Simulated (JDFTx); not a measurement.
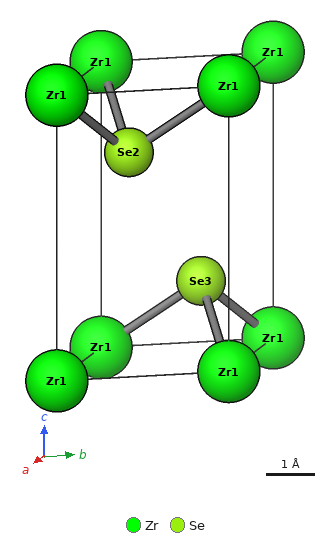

The structure (ball-and-stick view of the cell of the calculation, seen slightly off an axis; atoms are numbered from 1 in the order of the input). Near neighbours in the crystal (not all of them lie inside the picture): Zr has 6 Se at 2.68 Å; Se has 3 Zr at 2.68 Å.

# ZrSe2: band-structure run

System: ZrSe2 (P-3m1, 3 atoms in the cell).
Method: Kohn-Sham DFT of a periodic cell, LDA, PseudoDojo-SR-LDA-0.4.1-standard, no spin polarisation (JDFTx 1.7.0 (patched build)).

The structure derives from an entry of the Crystallography Open Database.

**What the program printed**
```
*************** JDFTx 1.7.0 (patched build) ***************

Input parsed successfully to the following command list (including defaults):
[... the input with its defaults ...]

---------- Initializing the Grid ----------
R =
[      7.17718     -3.58859            0  ]
[            0      6.21562            0  ]
[            0            0      11.7012  ]
unit cell volume = 521.997
G =
[   0.875439   0.505435         -0  ]
[          0    1.01087          0  ]
[          0         -0    0.53697  ]
Minimum fftbox size, Smin = [  60  60  100  ]
Chosen fftbox size, S = [  60  60  100  ]

---------- Initializing tighter grid for wavefunction operations ----------
R =
[      7.17718     -3.58859            0  ]
[            0      6.21562            0  ]
[            0            0      11.7012  ]
unit cell volume = 521.997
G =
[   0.875439   0.505435         -0  ]
[          0    1.01087          0  ]
[          0         -0    0.53697  ]
Minimum fftbox size, Smin = [  44  44  72  ]
Chosen fftbox size, S = [  48  48  72  ]

---------- Exchange Correlation functional ----------
Initalized Slater LDA exchange.
Initalized Perdew-Wang LDA correlation.

---------- Setting up pseudopotentials ----------
Width of ionic core gaussian charges (only for fluid interactions / plotting) set to 0

Reading pseudopotential file 'pseudo/Zr.upf':
  'Zr' pseudopotential, 'SLA  PW   NOGX NOGC' functional
  Generated using ONCVPSP code by D. R. Hamann
  12 valence electrons, 4 orbitals, 6 projectors, 1001 radial grid points, with lMax = 2
    4S    l: 0   occupation:  2.0   eigenvalue: -2.003503
    4P    l: 1   occupation:  6.0   eigenvalue: -1.194547
    4D    l: 2   occupation:  2.0   eigenvalue: -0.137253
    5S    l: 0   occupation:  2.0   eigenvalue: -0.168643
  Core radius for overlap checks: 1.48 bohrs.

Reading pseudopotential file 'pseudo/Se.upf':
  'Se' pseudopotential, 'SLA  PW   NOGX NOGC' functional
  Generated using ONCVPSP code by D. R. Hamann
  16 valence electrons, 3 orbitals, 6 projectors, 1001 radial grid points, with lMax = 2
    3D    l: 2   occupation: 10.0   eigenvalue: -1.961952
    4S    l: 0   occupation:  2.0   eigenvalue: -0.642496
    4P    l: 1   occupation:  4.0   eigenvalue: -0.244581
  Core radius for overlap checks: 1.82 bohrs.

Initialized 2 species with 3 total atoms.

Folded 50 k-points by 1x1x1 to 50 k-points.

---------- Setting up k-points, bands, fillings ----------
No reducable k-points.
Computing the number of bands and number of electrons
Calculating initial fillings.
nElectrons:  44.000000   nBands: 30   nStates: 50

----- Setting up reduced wavefunction bases (one per k-point) -----
average nbasis = 7034.100 , ideal nbasis = 7030.153

---------- Setting up ewald sum ----------
Optimum gaussian width for ewald sums = 2.674726 bohr.
Real space sum over 1521 unit cells with max indices [  6  6  4  ]
Reciprocal space sum over 2873 terms with max indices [  6  6  8  ]

---------- Allocating electronic variables ----------
Reading n from file 'run.n' ... done
Initializing wave functions:  linear combination of atomic orbitals
Note: number of bands (30) exceeds available atomic orbitals (28)

----------- Band structure minimization -------------
Minimization will be done independently for each quantum number.

---- Minimization of quantum number:     0  [ +0.0000000 +0.0000000 +0.0000000 ]  0.040000000 ----
BandDavidson: Iter:   0  Eband: -0.472881928825025
BandDavidson: Iter:   1  Eband: -0.497359863018495  dEband: -2.447793e-02
BandDavidson: Iter:   2  Eband: -0.502193015896399  dEband: -4.833153e-03
BandDavidson: Iter:   3  Eband: -0.503569578391004  dEband: -1.376562e-03
[... 754 lines of inner loops ...]
BandDavidson: Iter:   9  Eband: -0.502026417269537  dEband: -1.453380e-06
BandDavidson: Iter:  10  Eband: -0.502027082356627  dEband: -6.650871e-07
BandDavidson: Converged (dEband<1.000000e-06)
	FillingsUpdate:  mu: +0.330211468  nElectrons: 44.000000
WARNING: these k-points are no uniform mesh, so that mu and the fillings of partly filled bands are only those of these points: take mu from the calculation that made the density or potential.

Dumping 'bands.eigStats' ...
	eMin: -1.490378 at state 0 ( [ +0.000000 +0.000000 +0.000000 ] spin 0 )
	HOMO: +0.324737 at state 16 ( [ +0.041667 +0.041667 +0.000000 ] spin 0 )
	mu  : +0.330211
	LUMO: +0.334356 at state 27 ( [ +0.500000 +0.000000 +0.500000 ] spin 0 )
	eMax: +0.662776 at state 10 ( [ +0.291667 +0.291667 +0.000000 ] spin 0 )
	HOMO-LUMO gap: +0.009619
	Optical gap  : +0.034848 at state 0 ( [ +0.000000 +0.000000 +0.000000 ] spin 0 )
Done!
```

This output came from the following input.

**Input file**
```
lattice Hexagonal 7.1771798213 11.7011841637
coords-type Lattice
ion Zr     0.0000000000     0.0000000000     0.0000000000 1
ion Se     0.6666666667     0.3333333333     0.7500000000 1
ion Se     0.3333333333     0.6666666667     0.2500000000 1

ion-species pseudo/Zr.upf
ion-species pseudo/Se.upf
elec-cutoff 43 344
elec-ex-corr lda-PW
elec-smearing Fermi 0.0018374661
elec-n-bands 30
electronic-minimize nIterations 30 energyDiffThreshold 1e-06
davidson-band-ratio 1.3
forces-output-coords Cartesian
include path.kpoints
symmetries none
fix-electron-density run.$VAR

dump-name bands.$VAR
dump End Ecomponents EigStats BandEigs Kpoints Forces
```

**File path.kpoints**
```
kpoint +0.0000000000 +0.0000000000 +0.0000000000 0.020000000000
kpoint +0.0833333333 +0.0000000000 +0.0000000000 0.020000000000
kpoint +0.1666666667 +0.0000000000 +0.0000000000 0.020000000000
kpoint +0.2500000000 +0.0000000000 +0.0000000000 0.020000000000
kpoint +0.3333333333 +0.0000000000 +0.0000000000 0.020000000000
kpoint +0.4166666667 +0.0000000000 +0.0000000000 0.020000000000
kpoint +0.5000000000 +0.0000000000 +0.0000000000 0.020000000000
kpoint +0.4444444444 +0.1111111111 +0.0000000000 0.020000000000
kpoint +0.3888888889 +0.2222222222 +0.0000000000 0.020000000000
kpoint +0.3333333333 +0.3333333333 +0.0000000000 0.020000000000
kpoint +0.2916666667 +0.2916666667 +0.0000000000 0.020000000000
kpoint +0.2500000000 +0.2500000000 +0.0000000000 0.020000000000
kpoint +0.2083333333 +0.2083333333 +0.0000000000 0.020000000000
kpoint +0.1666666667 +0.1666666667 +0.0000000000 0.020000000000
kpoint +0.1250000000 +0.1250000000 +0.0000000000 0.020000000000
kpoint +0.0833333333 +0.0833333333 +0.0000000000 0.020000000000
kpoint +0.0416666667 +0.0416666667 +0.0000000000 0.020000000000
kpoint +0.0000000000 +0.0000000000 +0.0000000000 0.020000000000
kpoint +0.0000000000 +0.0000000000 +0.1666666667 0.020000000000
kpoint +0.0000000000 +0.0000000000 +0.3333333333 0.020000000000
kpoint +0.0000000000 +0.0000000000 +0.5000000000 0.020000000000
kpoint +0.0714285714 +0.0000000000 +0.5000000000 0.020000000000
kpoint +0.1428571429 +0.0000000000 +0.5000000000 0.020000000000
kpoint +0.2142857143 +0.0000000000 +0.5000000000 0.020000000000
kpoint +0.2857142857 +0.0000000000 +0.5000000000 0.020000000000
kpoint +0.3571428571 +0.0000000000 +0.5000000000 0.020000000000
kpoint +0.4285714286 +0.0000000000 +0.5000000000 0.020000000000
kpoint +0.5000000000 +0.0000000000 +0.5000000000 0.020000000000
kpoint +0.4583333333 +0.0833333333 +0.5000000000 0.020000000000
kpoint +0.4166666667 +0.1666666667 +0.5000000000 0.020000000000
kpoint +0.3750000000 +0.2500000000 +0.5000000000 0.020000000000
kpoint +0.3333333333 +0.3333333333 +0.5000000000 0.020000000000
kpoint +0.2962962963 +0.2962962963 +0.5000000000 0.020000000000
kpoint +0.2592592593 +0.2592592593 +0.5000000000 0.020000000000
kpoint +0.2222222222 +0.2222222222 +0.5000000000 0.020000000000
kpoint +0.1851851852 +0.1851851852 +0.5000000000 0.020000000000
kpoint +0.1481481481 +0.1481481481 +0.5000000000 0.020000000000
kpoint +0.1111111111 +0.1111111111 +0.5000000000 0.020000000000
kpoint +0.0740740741 +0.0740740741 +0.5000000000 0.020000000000
kpoint +0.0370370370 +0.0370370370 +0.5000000000 0.020000000000
kpoint +0.0000000000 +0.0000000000 +0.5000000000 0.020000000000
kpoint +0.5000000000 +0.0000000000 +0.5000000000 0.020000000000
kpoint +0.5000000000 +0.0000000000 +0.3750000000 0.020000000000
kpoint +0.5000000000 +0.0000000000 +0.2500000000 0.020000000000
kpoint +0.5000000000 +0.0000000000 +0.1250000000 0.020000000000
kpoint +0.5000000000 +0.0000000000 +0.0000000000 0.020000000000
kpoint +0.3333333333 +0.3333333333 +0.0000000000 0.020000000000
kpoint +0.3333333333 +0.3333333333 +0.1666666667 0.020000000000
kpoint +0.3333333333 +0.3333333333 +0.3333333333 0.020000000000
kpoint +0.3333333333 +0.3333333333 +0.5000000000 0.020000000000
```

Run as:
```bash
jdftx -c 1 -i bands.in -o bands.out
```

**Results in brief**

```tsv
quantity	value
outcome	converged
space group (tolerance 0.01 Å)	P-3m1 (164)
electrons treated	44
Fermi energy	8.975 eV
gap on the band path	0.26 eV
hardware	1 thread of Arm Neoverse V1, 24 GiB of memory available, shared host
wall time	2.3 min
peak memory	0.26 GiB
```

**Remarks**

Points of doubt noted for this run: coarse mesh.
